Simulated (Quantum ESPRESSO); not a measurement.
## Band-structure run, with input and output: Ru (part 1 of 2)

- system: Ru (2 atoms in the cell)
- method: Kohn-Sham DFT of a periodic cell, PBE, PseudoDojo 0.4.1 SR PBE standard, no spin polarisation (Quantum ESPRESSO 7.5)

The structure derives from an entry of the Crystallography Open Database.

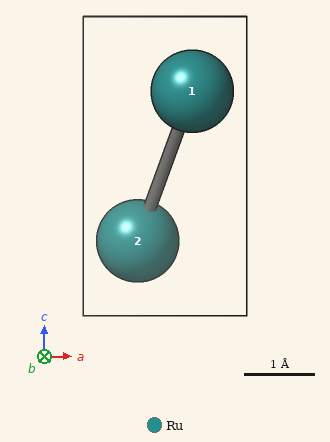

**Figure 1.** The structure (ball-and-stick view of the cell of the calculation, along the b axis; atoms are numbered from 1 in the order of the input).

**The input**
```
&CONTROL
  calculation = 'scf'
  prefix = 'pwscf'
  outdir = './tmp'
  pseudo_dir = './pseudo'
  tprnfor = .true.
  tstress = .true.
  disk_io = 'low'
/
&SYSTEM
  ibrav = 0
  celldm(1) = 8
  nat = 2
  ntyp = 1
  ecutwfc = 84
  nbnd = 24
  occupations = 'smearing'
  smearing = 'fd'
  degauss = 0.00367493
/
&ELECTRONS
  conv_thr = 4d-10
  electron_maxstep = 120
  mixing_beta = 0.5
/
ATOMIC_SPECIES
Ru   101.0700 Ru.upf
CELL_PARAMETERS alat
  0.6391526185016   0.0000000000000   0.0000000000000
 -0.3195763092508   0.5535224045272   0.0000000000000
  0.0000000000000   0.0000000000000   1.0114522866294
ATOMIC_POSITIONS crystal
Ru     0.6666666667    0.3333333333    0.7500000000
Ru     0.3333333333    0.6666666667    0.2500000000
K_POINTS automatic
11 11 6 0 0 0
```

**File bands.in**
```
&CONTROL
  calculation = 'bands'
  prefix = 'pwscf'
  outdir = './tmp'
  pseudo_dir = './pseudo'
  disk_io = 'low'
  verbosity = 'high'
/
&SYSTEM
  ibrav = 0
  celldm(1) = 8
  nat = 2
  ntyp = 1
  ecutwfc = 84
  nbnd = 24
  occupations = 'smearing'
  smearing = 'fd'
  degauss = 0.00367493
/
&ELECTRONS
  conv_thr = 1d-08
  electron_maxstep = 120
  mixing_beta = 0.5
  diago_full_acc = .true.
  startingwfc = 'random'
/
ATOMIC_SPECIES
Ru   101.0700 Ru.upf
CELL_PARAMETERS alat
  0.6391526185016   0.0000000000000   0.0000000000000
 -0.3195763092508   0.5535224045272   0.0000000000000
  0.0000000000000   0.0000000000000   1.0114522866294
ATOMIC_POSITIONS crystal
Ru     0.6666666667    0.3333333333    0.7500000000
Ru     0.3333333333    0.6666666667    0.2500000000
K_POINTS crystal
60
 0.0000000000  0.0000000000  0.0000000000 1
 0.0714285714  0.0000000000  0.0000000000 1
 0.1428571429  0.0000000000  0.0000000000 1
 0.2142857143  0.0000000000  0.0000000000 1
 0.2857142857  0.0000000000  0.0000000000 1
 0.3571428571  0.0000000000  0.0000000000 1
 0.4285714286  0.0000000000  0.0000000000 1
 0.5000000000  0.0000000000  0.0000000000 1
 0.4583333333  0.0833333333  0.0000000000 1
 0.4166666667  0.1666666667  0.0000000000 1
 0.3750000000  0.2500000000  0.0000000000 1
 0.3333333333  0.3333333333  0.0000000000 1
 0.2962962963  0.2962962963  0.0000000000 1
 0.2592592593  0.2592592593  0.0000000000 1
 0.2222222222  0.2222222222  0.0000000000 1
 0.1851851852  0.1851851852  0.0000000000 1
 0.1481481481  0.1481481481  0.0000000000 1
 0.1111111111  0.1111111111  0.0000000000 1
 0.0740740741  0.0740740741  0.0000000000 1
 0.0370370370  0.0370370370  0.0000000000 1
 0.0000000000  0.0000000000  0.0000000000 1
 0.0000000000  0.0000000000  0.1250000000 1
 0.0000000000  0.0000000000  0.2500000000 1
 0.0000000000  0.0000000000  0.3750000000 1
 0.0000000000  0.0000000000  0.5000000000 1
 0.0625000000  0.0000000000  0.5000000000 1
 0.1250000000  0.0000000000  0.5000000000 1
 0.1875000000  0.0000000000  0.5000000000 1
 0.2500000000  0.0000000000  0.5000000000 1
 0.3125000000  0.0000000000  0.5000000000 1
 0.3750000000  0.0000000000  0.5000000000 1
 0.4375000000  0.0000000000  0.5000000000 1
 0.5000000000  0.0000000000  0.5000000000 1
 0.4666666667  0.0666666667  0.5000000000 1
 0.4333333333  0.1333333333  0.5000000000 1
 0.4000000000  0.2000000000  0.5000000000 1
 0.3666666667  0.2666666667  0.5000000000 1
 0.3333333333  0.3333333333  0.5000000000 1
 0.3030303030  0.3030303030  0.5000000000 1
 0.2727272727  0.2727272727  0.5000000000 1
 0.2424242424  0.2424242424  0.5000000000 1
 0.2121212121  0.2121212121  0.5000000000 1
 0.1818181818  0.1818181818  0.5000000000 1
 0.1515151515  0.1515151515  0.5000000000 1
 0.1212121212  0.1212121212  0.5000000000 1
 0.0909090909  0.0909090909  0.5000000000 1
 0.0606060606  0.0606060606  0.5000000000 1
 0.0303030303  0.0303030303  0.5000000000 1
 0.0000000000  0.0000000000  0.5000000000 1
 0.5000000000  0.0000000000  0.5000000000 1
 0.5000000000  0.0000000000  0.4000000000 1
 0.5000000000  0.0000000000  0.3000000000 1
 0.5000000000  0.0000000000  0.2000000000 1
 0.5000000000  0.0000000000  0.1000000000 1
 0.5000000000  0.0000000000  0.0000000000 1
 0.3333333333  0.3333333333  0.0000000000 1
 0.3333333333  0.3333333333  0.1250000000 1
 0.3333333333  0.3333333333  0.2500000000 1
 0.3333333333  0.3333333333  0.3750000000 1
 0.3333333333  0.3333333333  0.5000000000 1
```

Command:
```bash
OMP_NUM_THREADS=1 pw.x -in pw.in > pw.out
OMP_NUM_THREADS=1 pw.x -in bands.in > bands.out
```

**The program's output**
```
This program is part of the open-source Quantum ESPRESSO suite
     for quantum simulation of materials; please cite
         "P. Giannozzi et al., J. Phys.:Condens. Matter 21 395502 (2009);
         "P. Giannozzi et al., J. Phys.:Condens. Matter 29 465901 (2017);
         "P. Giannozzi et al., J. Chem. Phys. 152 154105 (2020);
          URL
     in publications or presentations arising from this work. More details at

     Message from routine setup:
     using ibrav=0 with symmetry is DISCOURAGED, use correct ibrav instead

     G-vector sticks info
     --------------------
     sticks:   dense  smooth     PW     G-vecs:    dense   smooth      PW
     Sum         595     595    187                18953    18953    3091

     Using Slab Decomposition

     bravais-lattice index     =            0
     lattice parameter (alat)  =       8.0000  a.u.
     unit-cell volume          =     183.2125 (a.u.)^3
     number of atoms/cell      =            2
     number of atomic types    =            1
     number of electrons       =        32.00
     number of Kohn-Sham states=           24
     kinetic-energy cutoff     =      84.0000  Ry
     charge density cutoff     =     336.0000  Ry
     scf convergence threshold =      4.0E-10
     mixing beta               =       0.5000
     number of iterations used =            8  plain     mixing
     Exchange-correlation= PBE
                           (   1   4   3   4   0   0   0)

     celldm(1)=   8.000000  celldm(2)=   0.000000  celldm(3)=   0.000000
     celldm(4)=   0.000000  celldm(5)=   0.000000  celldm(6)=   0.000000

     crystal axes: (cart. coord. in units of alat)
               a(1) = (   0.639153   0.000000   0.000000 )
               a(2) = (  -0.319576   0.553522   0.000000 )
               a(3) = (   0.000000   0.000000   1.011452 )

     reciprocal axes: (cart. coord. in units 2 pi/alat)
               b(1) = (  1.564572  0.903306 -0.000000 )
               b(2) = (  0.000000  1.806612  0.000000 )
               b(3) = (  0.000000 -0.000000  0.988677 )

     PseudoPot. # 1 for Ru read from file:
     Ru.upf
     Pseudo is Norm-conserving + core correction, Zval = 16.0
     Generated using ONCVPSP code by D. R. Hamann
     Using radial grid of 1584 points,  6 beta functions with:
                l(1) =   0
                l(2) =   0
                l(3) =   1
                l(4) =   1
                l(5) =   2
                l(6) =   2

     atomic species   valence    mass     pseudopotential
     Ru               16.00   101.07000     Ru( 1.00)

     24 Sym. Ops., with inversion, found (12 have fractional translation)

   Cartesian axes

     site n.     atom                  positions (alat units)
         1        Ru     tau(   1) = (   0.3195763   0.1845075   0.7585892  )
         2        Ru     tau(   2) = (  -0.0000000   0.3690149   0.2528631  )

     number of k points=    64  Fermi-Dirac smearing, width (Ry)=  0.0037
                       cart. coord. in units 2pi/alat
        k(    1) = (   0.0000000   0.0000000   0.0000000), wk =   0.0027548
        k(    2) = (   0.0000000   0.0000000   0.1647796), wk =   0.0055096
        k(    3) = (   0.0000000   0.0000000   0.3295591), wk =   0.0055096
        k(    4) = (   0.0000000   0.0000000  -0.4943387), wk =   0.0027548
        k(    5) = (   0.0000000   0.1642374   0.0000000), wk =   0.0165289
        k(    6) = (   0.0000000   0.1642374   0.1647796), wk =   0.0330579
        k(    7) = (   0.0000000   0.1642374   0.3295591), wk =   0.0330579
        k(    8) = (   0.0000000   0.1642374  -0.4943387), wk =   0.0165289
        k(    9) = (   0.0000000   0.3284748   0.0000000), wk =   0.0165289
        k(   10) = (   0.0000000   0.3284748   0.1647796), wk =   0.0330579
        k(   11) = (   0.0000000   0.3284748   0.3295591), wk =   0.0330579
        k(   12) = (   0.0000000   0.3284748  -0.4943387), wk =   0.0165289
        k(   13) = (   0.0000000   0.4927123   0.0000000), wk =   0.0165289
        k(   14) = (   0.0000000   0.4927123   0.1647796), wk =   0.0330579
        k(   15) = (   0.0000000   0.4927123   0.3295591), wk =   0.0330579
        k(   16) = (   0.0000000   0.4927123  -0.4943387), wk =   0.0165289
        k(   17) = (   0.0000000   0.6569497   0.0000000), wk =   0.0165289
        k(   18) = (   0.0000000   0.6569497   0.1647796), wk =   0.0330579
        k(   19) = (   0.0000000   0.6569497   0.3295591), wk =   0.0330579
        k(   20) = (   0.0000000   0.6569497  -0.4943387), wk =   0.0165289
        k(   21) = (   0.0000000   0.8211871   0.0000000), wk =   0.0165289
        k(   22) = (   0.0000000   0.8211871   0.1647796), wk =   0.0330579
        k(   23) = (   0.0000000   0.8211871   0.3295591), wk =   0.0330579
        k(   24) = (   0.0000000   0.8211871  -0.4943387), wk =   0.0165289
        k(   25) = (   0.1422338   0.2463561   0.0000000), wk =   0.0165289
        k(   26) = (   0.1422338   0.2463561   0.1647796), wk =   0.0330579
        k(   27) = (   0.1422338   0.2463561   0.3295591), wk =   0.0330579
        k(   28) = (   0.1422338   0.2463561  -0.4943387), wk =   0.0165289
        k(   29) = (   0.1422338   0.4105935   0.0000000), wk =   0.0330579
        k(   30) = (   0.1422338   0.4105935   0.1647796), wk =   0.0661157
        k(   31) = (   0.1422338   0.4105935   0.3295591), wk =   0.0661157
        k(   32) = (   0.1422338   0.4105935  -0.4943387), wk =   0.0330579
        k(   33) = (   0.1422338   0.5748310   0.0000000), wk =   0.0330579
        k(   34) = (   0.1422338   0.5748310   0.1647796), wk =   0.0661157
        k(   35) = (   0.1422338   0.5748310   0.3295591), wk =   0.0661157
        k(   36) = (   0.1422338   0.5748310  -0.4943387), wk =   0.0330579
        k(   37) = (   0.1422338   0.7390684   0.0000000), wk =   0.0330579
        k(   38) = (   0.1422338   0.7390684   0.1647796), wk =   0.0661157
        k(   39) = (   0.1422338   0.7390684   0.3295591), wk =   0.0661157
        k(   40) = (   0.1422338   0.7390684  -0.4943387), wk =   0.0330579
        k(   41) = (   0.1422338   0.9033058   0.0000000), wk =   0.0165289
        k(   42) = (   0.1422338   0.9033058   0.1647796), wk =   0.0330579
        k(   43) = (   0.1422338   0.9033058   0.3295591), wk =   0.0330579
        k(   44) = (   0.1422338   0.9033058  -0.4943387), wk =   0.0165289
        k(   45) = (   0.2844676   0.4927123   0.0000000), wk =   0.0165289
        k(   46) = (   0.2844676   0.4927123   0.1647796), wk =   0.0330579
        k(   47) = (   0.2844676   0.4927123   0.3295591), wk =   0.0330579
        k(   48) = (   0.2844676   0.4927123  -0.4943387), wk =   0.0165289
        k(   49) = (   0.2844676   0.6569497   0.0000000), wk =   0.0330579
        k(   50) = (   0.2844676   0.6569497   0.1647796), wk =   0.0661157
        k(   51) = (   0.2844676   0.6569497   0.3295591), wk =   0.0661157
        k(   52) = (   0.2844676   0.6569497  -0.4943387), wk =   0.0330579
        k(   53) = (   0.2844676   0.8211871   0.0000000), wk =   0.0330579
        k(   54) = (   0.2844676   0.8211871   0.1647796), wk =   0.0661157
        k(   55) = (   0.2844676   0.8211871   0.3295591), wk =   0.0661157
        k(   56) = (   0.2844676   0.8211871  -0.4943387), wk =   0.0330579
        k(   57) = (   0.4267013   0.7390684   0.0000000), wk =   0.0165289
        k(   58) = (   0.4267013   0.7390684   0.1647796), wk =   0.0330579
        k(   59) = (   0.4267013   0.7390684   0.3295591), wk =   0.0330579
        k(   60) = (   0.4267013   0.7390684  -0.4943387), wk =   0.0165289
        k(   61) = (   0.4267013   0.9033058   0.0000000), wk =   0.0165289
        k(   62) = (   0.4267013   0.9033058   0.1647796), wk =   0.0330579
        k(   63) = (   0.4267013   0.9033058   0.3295591), wk =   0.0330579
        k(   64) = (   0.4267013   0.9033058  -0.4943387), wk =   0.0165289

     Dense  grid:    18953 G-vectors     FFT dimensions: (  30,  30,  48)

     Initial potential from superposition of free atoms

     starting charge      31.9985, renormalised to      32.0000
     Starting wfcs are   20 randomized atomic wfcs +    4 random wfcs

     Self-consistent Calculation

     iteration #  1     ecut=    84.00 Ry     beta= 0.50
     Davidson diagonalization with overlap
     ethr =  1.00E-02,  avg # of iterations =  4.0

     Threshold (ethr) on eigenvalues was too large:
     Diagonalizing with lowered threshold

     Davidson diagonalization with overlap
     ethr =  8.30E-04,  avg # of iterations =  1.1

     total energy              =    -404.26428447 Ry
     estimated scf accuracy    <       0.27063535 Ry

     iteration #  2     ecut=    84.00 Ry     beta= 0.50
     Davidson diagonalization with overlap
     ethr =  8.46E-04,  avg # of iterations =  2.1

     total energy              =    -404.32295513 Ry
     estimated scf accuracy    <       0.00696715 Ry

     iteration #  3     ecut=    84.00 Ry     beta= 0.50
     Davidson diagonalization with overlap
     ethr =  2.18E-05,  avg # of iterations =  4.0

     total energy              =    -404.32363816 Ry
     estimated scf accuracy    <       0.00112442 Ry

     iteration #  4     ecut=    84.00 Ry     beta= 0.50
     Davidson diagonalization with overlap
     ethr =  3.51E-06,  avg # of iterations =  2.5

     total energy              =    -404.32370463 Ry
     estimated scf accuracy    <       0.00002977 Ry

     iteration #  5     ecut=    84.00 Ry     beta= 0.50
     Davidson diagonalization with overlap
     ethr =  9.30E-08,  avg # of iterations =  2.0

     total energy              =    -404.32370999 Ry
     estimated scf accuracy    <       0.00000122 Ry

     iteration #  6     ecut=    84.00 Ry     beta= 0.50
     Davidson diagonalization with overlap
     ethr =  3.80E-09,  avg # of iterations =  2.0

     total energy              =    -404.32371024 Ry
     estimated scf accuracy    <       0.00000010 Ry

     iteration #  7     ecut=    84.00 Ry     beta= 0.50
     Davidson diagonalization with overlap
     ethr =  3.23E-10,  avg # of iterations =  1.1

     total energy              =    -404.32371025 Ry
     estimated scf accuracy    <       0.00000001 Ry

     iteration #  8     ecut=    84.00 Ry     beta= 0.50
     Davidson diagonalization with overlap
     ethr =  3.62E-11,  avg # of iterations =  2.0

     End of self-consistent calculation

          k = 0.0000 0.0000 0.0000 (  2369 PWs)   bands (ev):

   -49.4460 -49.2414 -19.9356 -19.0006 -19.0006 -18.8302 -18.8302 -18.7891
    15.7124  17.4979  21.1081  21.1081  21.2827  21.7904  21.7904  22.3165
    22.3165  24.8931  24.8931  24.9893  34.0196  38.7859  41.3789  41.9901

          k = 0.0000 0.0000 0.1648 (  2381 PWs)   bands (ev):

   -49.4325 -49.2553 -19.8621 -18.9893 -18.9893 -18.8695 -18.8417 -18.8417
    16.0194  17.5972  20.9563  20.9563  21.1346  21.6161  21.6161  22.7098
    22.7098  24.0329  24.8987  24.8987  35.2967  38.3000  41.1838  42.4300

          k = 0.0000 0.0000 0.3296 (  2406 PWs)   bands (ev):

   -49.3954 -49.2932 -19.6591 -19.0864 -18.9583 -18.9583 -18.8731 -18.8731
    16.8257  17.7882  20.8344  20.8344  20.8458  21.2506  21.2506  22.2434
    23.4879  23.4879  24.7474  24.7474  37.9041  37.9904  40.0245  43.4155

          k = 0.0000 0.0000-0.4943 (  2388 PWs)   bands (ev):

   -49.3445 -49.3445 -19.3762 -19.3762 -18.9158 -18.9158 -18.9158 -18.9158
    17.6384  17.6384  20.9415  20.9415  20.9415  20.9415  20.9893  20.9893
    24.2517  24.2517  24.2517  24.2517  38.3238  38.3238  41.6944  41.6944

          k = 0.0000 0.1642 0.0000 (  2379 PWs)   bands (ev):

   -49.4340 -49.2367 -19.9075 -19.0600 -19.0206 -18.8917 -18.8384 -18.8022
    16.0149  17.7261  20.6479  21.3564  21.6164  21.7284  21.9854  22.0187
    22.1341  23.2665  25.0043  27.0611  33.9730  39.2760  41.7161  42.3765

          k = 0.0000 0.1642 0.1648 (  2385 PWs)   bands (ev):

   -49.4210 -49.2502 -19.8391 -19.0462 -19.0085 -18.9412 -18.8507 -18.8410
    16.3097  17.8371  20.6411  21.1552  21.2238  21.3547  21.8276  22.5431
    22.6020  23.0780  24.9819  26.3420  35.2945  38.8045  41.5255  42.6387

          k = 0.0000 0.1642 0.3296 (  2400 PWs)   bands (ev):

   -49.3853 -49.2866 -19.6507 -19.1252 -19.0069 -18.9754 -18.8970 -18.8843
    17.0917  18.0619  20.6024  20.7529  20.8172  21.0215  21.4577  22.0889
    23.4170  23.5528  24.7690  25.3260  37.8865  38.4746  40.4223  43.3028

          k = 0.0000 0.1642-0.4943 (  2402 PWs)   bands (ev):

   -49.3361 -49.3361 -19.3893 -19.3893 -18.9537 -18.9537 -18.9300 -18.9300
    17.9170  17.9170  20.3499  20.3499  21.1384  21.1384  21.2168  21.2168
    24.2167  24.2167  24.4564  24.4564  38.6817  38.6817  41.8029  41.8029

          k = 0.0000 0.3285 0.0000 (  2383 PWs)   bands (ev):

   -49.4012 -49.2250 -19.8276 -19.2195 -19.0724 -19.0533 -18.8620 -18.8416
    16.8236  18.2176  20.1355  20.8409  21.3661  21.7167  22.0673  22.3486
    22.4921  22.6677  25.2306  29.3572  33.8278  39.6187  41.8840  42.7979

          k = 0.0000 0.3285 0.1648 (  2390 PWs)   bands (ev):

   -49.3895 -49.2369 -19.7774 -19.1970 -19.1043 -19.0585 -18.8763 -18.8670
    17.0580  18.3594  20.1876  20.5515  21.0904  21.5104  22.1402  22.3627
    22.6611  22.9811  25.1464  28.1873  35.3156  39.5102  41.4259  41.8434

          k = 0.0000 0.3285 0.3296 (  2398 PWs)   bands (ev):

   -49.3576 -49.2695 -19.6391 -19.2564 -19.1212 -19.0203 -18.9363 -18.9151
    17.6889  18.6899  19.8628  20.3284  20.6510  21.4585  21.7971  22.0373
    23.3655  23.8046  24.8084  26.4371  37.8312  39.4021  40.9436  41.7699

          k = 0.0000 0.3285-0.4943 (  2406 PWs)   bands (ev):

   -49.3137 -49.3137 -19.4483 -19.4483 -19.0301 -19.0301 -18.9679 -18.9679
    18.4767  18.4767  19.8004  19.8004  21.1314  21.1314  21.6606  21.6606
    24.1696  24.1696  24.9717  24.9717  39.3303  39.3303  41.4248  41.4248

          k = 0.0000 0.4927 0.0000 (  2389 PWs)   bands (ev):

   -49.3556 -49.2119 -19.7095 -19.4284 -19.2575 -19.1372 -18.9066 -18.8953
    17.7315  18.3317  19.6119  20.2196  21.2648  21.3593  22.0886  23.1231
    23.3768  23.6211  25.4318  31.6848  33.6403  37.1996  40.2647  40.4023

          k = 0.0000 0.4927 0.1648 (  2380 PWs)   bands (ev):
```
